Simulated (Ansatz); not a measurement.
# Ti: single-point calculation

Ti (Im-3m, 1 atom in the cell), computed with DFT, PBE, paw_fr, spin-orbit coupling, PAW set soft_1 (Ansatz 0.2.0).

The structure derives from an entry of the Crystallography Open Database.

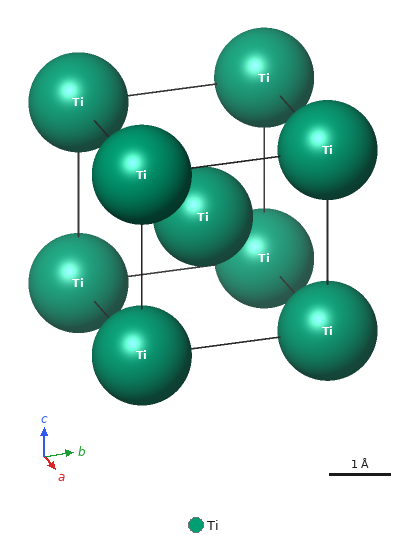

Figure 1. The input geometry (spheres-only view of the cell 2 times as large as that of the calculation, set on its symmetry axes, seen at an oblique angle). An atom can appear more than once, as a periodic image.

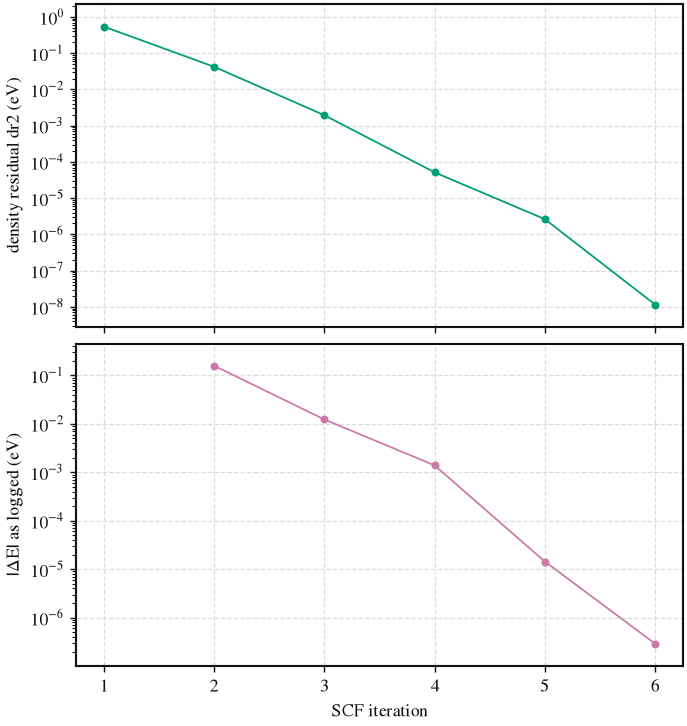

Figure 2. Convergence of the self-consistent field: density residual dr2 and size of the energy change against the SCF iteration. The residual falls at every step.

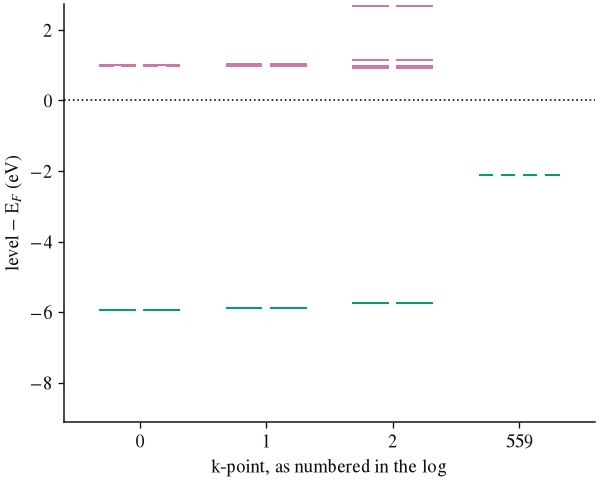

Figure 3. Kohn–Sham levels near the Fermi level (dotted) at the few k-points that the log prints; levels within 0.02 eV of each other stand side by side. The system is metallic on the full mesh.

The input and output of the run follow.

### Input file
```yaml
crystal:
  lattice:
    - [-1.6276679631, 1.6276679631, 1.6276679631]
    - [1.6276679631, -1.6276679631, 1.6276679631]
    - [1.6276679631, 1.6276679631, -1.6276679631]
  atoms:
    - { symbol: Ti, position: [0.0, 0.0, 0.0] }
basis:
  ecutwfc: 420
kpoints:
  mp_grid: { grid: [27, 27, 27] }
hamiltonian:
  xc: pbe
  pseudopotentials: { kind: paw_fr, azcp: { folder: soft_1 } }
scf:
  occupations: { method: gaussian, width: 0.1 }
output:
  forces: true
  eigenvalues: true
  stress: true
magnetization:
  noncollinear: true
  spin_orbit: true
```

Launched with:
```bash
ansatz run input.yaml --threads 4 --pin off --max-ram 12288MiB --backend cpu --events-out ev --progress --plain --runs-dir out
```

### Log
```
Engine: ansatz 0.2.0, aarch64-unknown-linux-gnu
Pseudopotentials: kind: paw_fr
Pseudopotential: Ti, paw, valence charge 12, recommended cutoff 420 eV (normal), [file]
Functional definition: PBE
  parameter kappa = 0.804
  parameter beta = 0.06672455060314922
  exchange = pbe_x(kappa = kappa, mu = beta*pi^2/3)
  correlation = pbe_c(beta = beta)
non-collinear run that drives no moment, with spin-orbit: no starting moment large enough to seed its density (crystal.atoms[].spin), no starting occupations that ask for one, no magnetisation constraint and no magnetic field, so the semilocal B_xc is pinned to zero
Crystal: 1 atoms, lattice volume = 17.249 Å³
Basis set: ecut = 420 eV, 321 PW (Γ), exchange–correlation on 40×40×40 points (8 copies of the dense FFT grid, shifted against one another)
Bands: 20, of which v1, the nominal top of the filled ones, is band 12 counted from 1 (11 counted from 0)
Symmetry: 48 space group operations + 48 with time reversal
Magnetic group: BNS 229.141 (UNI 1643), of the structure as read, at distance tolerance 2.6e-5 Å
k-points: 560 of 19683
Projection manifold: j_resolved (fully-relativistic pseudo-atomic orbitals)
Non-local potential: Ti, projectors of the file, resolved by j, l = 0: 3, l = 1: 4, l = 2: 6, l = 3: 2
PAW form: soft (Blöchl's): semilocal exchange-correlation on the pseudo side does not see the compensation charge
PAW one-centre angular grid: Ti, 590 points (default); XC on 96 Gauss nodes
Initial density: superposition of atomic densities (chi_scale 0.1, normalization cell)
Initial wavefunctions: pseudopotential atomic-orbital guess
Functional: x = pbe(κ = 0.804, μ = 0.2195149727645171), c = pbe(β = 0.06672455060314922)
SCF iter   1: F=—  HF=-2499.804604 eV  |F-HF|=—  |Δ(HF+E_count)|=         —  Δρ=5.36e-2  dr2=5.40e-1  dr2_m=0.00e0 (ungated)  ethr=3.10e-3  |M|=0.00e0 ∫|m|=0.00e0 μB  |m|>n=0.0e0 m-floor=0.0e0 τ_xc=0.0e0  β_m=0.30  ⟨swp⟩=6.4  Hψ=30555  notcnv=0  defer=48
preconditioner: auto → none  [metal: Δε(μ)=0.002 eV  Ē_g=4.512 eV  σ=0.100 eV  W_gap=0.01  n_scr=0 (ndim 8)  ℏωp=17.9 eV  f_vac=0.000  D(μ)=2.24/eV (n_scr^D=42)]
SCF iter   2: F=—  HF=-2499.646514 eV  |F-HF|=—  |Δ(HF+E_count)|=   1.58e-1  Δρ=1.44e-2  dr2=4.21e-2  dr2_m=0.00e0 (ungated)  ethr=3.10e-3  |M|=0.00e0 ∫|m|=0.00e0 μB  |m|>n=0.0e0 m-floor=0.0e0 τ_xc=0.0e0  β_m=0.35  ⟨swp⟩=2.9  Hψ=11306  notcnv=0  defer=1420
SCF iter   3: F=—  HF=-2499.634242 eV  |F-HF|=—  |Δ(HF+E_count)|=   1.23e-2  Δρ=4.71e-3  dr2=1.94e-3  dr2_m=0.00e0 (ungated)  ethr=3.51e-4  |M|=0.00e0 ∫|m|=0.00e0 μB  |m|>n=0.0e0 m-floor=0.0e0 τ_xc=0.0e0  β_m=0.62  ⟨swp⟩=2.3  Hψ=7982  notcnv=0  defer=1420
SCF iter   4: F=—  HF=-2499.632856 eV  |F-HF|=—  |Δ(HF+E_count)|=   1.39e-3  Δρ=5.81e-4  dr2=5.15e-5  dr2_m=0.00e0 (ungated)  ethr=1.62e-5  |M|=0.00e0 ∫|m|=0.00e0 μB  |m|>n=0.0e0 m-floor=0.0e0 τ_xc=0.0e0  β_m=0.74  ⟨swp⟩=3.0  Hψ=9700  notcnv=0  defer=1420
SCF iter   5: F=—  HF=-2499.632842 eV  |F-HF|=—  |Δ(HF+E_count)|=   1.44e-5  Δρ=1.36e-4  dr2=2.63e-6  dr2_m=0.00e0 (ungated)  ethr=4.29e-7  |M|=0.00e0 ∫|m|=0.00e0 μB  |m|>n=0.0e0 m-floor=0.0e0 τ_xc=0.0e0  β_m=0.87  ⟨swp⟩=2.2  Hψ=8567  notcnv=0  defer=1420
SCF iter   6: F=-2499.632841 eV  HF=-2499.632841 eV  |F-HF|=8.95e-10  |Δ(HF+E_count)|=   2.91e-7  Δρ=9.84e-6  dr2=1.16e-8  dr2_m=0.00e0 (ungated)  ethr=8.33e-10  |M|=0.00e0 ∫|m|=0.00e0 μB  |m|>n=0.0e0 m-floor=0.0e0 τ_xc=0.0e0  ⟨swp⟩=6.0  Hψ=25551  notcnv=0
SCF 1 converged in 6 iterations: F = -2499.632841 eV  dr2 = 1.16e-8
  greatest PAW one-centre occupation: 0.999 electrons in one spin orbital (limit 2), on the Ti atom at site 0 (counted from 0), in its partial waves of l = 0
SCF converged after 6 iterations
Magnetization: |M| = 0.0000 μB,  M = (+0.0000, +0.0000, +0.0000) μB
Absolute magnetization: 0.0000 μB (∫|m|)
  site 0: m = (+0.0000, +0.0000, +0.0000) μB, |m| = 0.0000 μB  (R = 1.16 Å)
Free energy (F): -2499.632841 eV
Harris-Foulkes:  -2499.632841 eV  (|F-HF|=8.95e-10)
Internal energy: -2499.621816 eV  (E = F + TS)
E sigma→0 (E₀):  -2499.627329 eV
Entropy (-TS):   -0.011026 eV (-11.026 meV/atom)
Fermi energy:    13.144883 eV
--- Per-component energies (eV) ---
  E_band       = -156.396933
  E_kinetic    = 281.514943
  E_local      = -869.607985  (includes V_loc(G=0)·N_el)
  E_nonlocal   = 60.827365
  E_hartree    = 345.232768
  E_xc         = -116.126326
  E_vxc        = -145.416560  (∫ρ·V_xc dr)
  E_paw        = -1042.422567  (= ΣΔE_a)
  E_vpaw       = -174.176213  (= ΣTr[D̂ρ^β])
  E_aug_tail   = -0.000076  (compensation charges beyond the density's cutoff)
  E_ewald      = -1159.039937
  E_smearing   = -0.011026  (= −TS)
  E_closure    = -0.000000  (closes the sum)
  Σ components = -2499.632841   (vs F -2499.632841, Δ=0.00e0)
--- Forces (eV/Å), atoms counted from 1 ---
  atom   1  Ti    -0.00000000    -0.00000000     0.00000000
  max |Σ_I F_I| component: 1.13e-32 eV/Å
--- Stress (GPa, compression-positive) ---
       -0.016317      -0.000000      -0.000000
       -0.000000      -0.016317       0.000000
       -0.000000      -0.000000      -0.016317
  P = ⅓ Tr σ = -0.0163 GPa (-0.163 kbar)
--- Band table (eV; the first three rows and the last of 560) ---
  k-point 0: bands = ["-43.3261", "-43.3261", "-19.6423", "-19.6423", "-18.9728", "-18.9728", "-18.9728", "-18.9728", "7.2046", "7.2046", "14.1331", "14.1331", "14.1331", "14.1331", "14.1607", "14.1607", "15.9201", "15.9201", "15.9201", "15.9201"]
  k-point 1: bands = ["-43.3243", "-43.3243", "-19.6464", "-19.6464", "-18.9800", "-18.9800", "-18.9742", "-18.9742", "7.2520", "7.2520", "14.1160", "14.1160", "14.1371", "14.1371", "14.1811", "14.1811", "15.8932", "15.8932", "15.9213", "15.9213"]
  k-point 2: bands = ["-43.3189", "-43.3189", "-19.6588", "-19.6588", "-19.0011", "-19.0011", "-18.9783", "-18.9783", "7.3926", "7.3926", "14.0547", "14.0547", "14.1173", "14.1173", "14.2813", "14.2813", "15.8213", "15.8213", "15.9256", "15.9256"]
  k-point 559: bands = ["-43.0951", "-43.0951", "-20.0984", "-20.0984", "-19.4547", "-19.4547", "-19.4535", "-19.4535", "11.0258", "11.0258", "11.0270", "11.0270", "17.0467", "17.0467", "17.0629", "17.0629", "17.1051", "17.1051", "21.4403", "21.4403"]
```

### Key numbers

| quantity | value |
| --- | --- |
| outcome | converged |
| space group (tolerance 0.01 Å) | Im-3m (229) |
| electrons treated | 12 |
| free energy | −2499.6328 eV |
| Fermi energy | 13.145 eV |
| gap on the k-point mesh | none (metallic) |
| net moment of the cell | 0.00 μB |
| integrated absolute moment | 0.00 μB |
| pressure | −0.02 GPa |
| largest force (length of the vector) | under 0.001 eV/Å |
| hardware | 4 threads of Arm Neoverse N1, 24 GiB of memory available, shared host |
| wall time | 10 s (CPU time 39 s) |
| peak memory | 0.63 GiB |

### Remarks

Settings chosen away from the usual ones: hamiltonian.pseudopotentials set to {"kind": "paw_fr"}; magnetization set to {"noncollinear": true, "spin_orbit": true}; kpoints.mp_grid.grid set to [27, 27, 27] (from [18, 18, 18]). The electronic state found may not be the lowest one.
